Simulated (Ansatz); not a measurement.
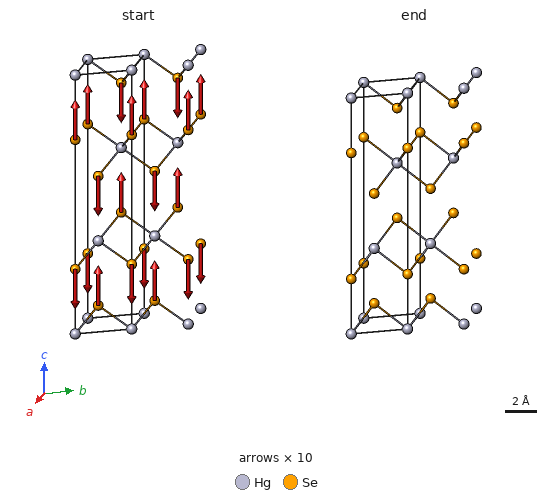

The structure of a crystal of HgSe$_{2}$ (built on the cadmium chloride_166 type) (coarse preliminary run) before (left) and after (right) a relaxation, at one scale. The red arrows give the displacements (the part carried along by the change of the cell is left out), magnified 10 times.

The picture is a ball-and-stick view of the conventional cell (3 times the calculation's cell), repeated 1 × 2 × 1 with one cell outlined, seen slightly off an axis. Lengths and directions refer to the drawn axes.

Case: cadmium chloride type (R-3m, No. 166).

Method: DFT PBE, scalar-relativistic, plane waves, PAW (Ansatz 0.2.0). Set-up: plane-wave cutoff 420 eV; k-point mesh 6 × 6 × 6; occupations gaussian; smearing width 0.1 eV; no spin polarisation; cell and atoms relaxed; force threshold 0.04 eV/Å; at most 70 steps.

### Describe what moved and what it gained.

The largest moves relative to the cell, 0.28 Å, are those of Se atoms. Hg stays in place. The drawn cell changes as follows: a = b 3.940 → 3.929 Å (−0.3 %), c 17.850 → 16.263 Å (−8.9 %); the volume changes by −9.4 %. Among the contacts that change: Se–Se 3.745 → 3.127 Å, Hg–Se 2.718 → 2.796 Å. Among the angles between lasting bonds that change: Hg–Se–Hg 92.9° → 89.3°, Se–Hg–Se 87.1° → 90.7°, Se–Hg–Se 92.9° → 89.3°. The space group stays R-3m (No. 166). Over 4 accepted moves (5 points after the start) the energy falls by 97.7 meV per atom. The largest force component goes from 0.7 to 0.035 eV/Å. The pressure goes from 1.10 to 0.14 GPa. The SCF was repeated once at an unchanged geometry on a basis and grid sized afresh for the cell, which shifted the energy by 0.4 meV per atom at most.
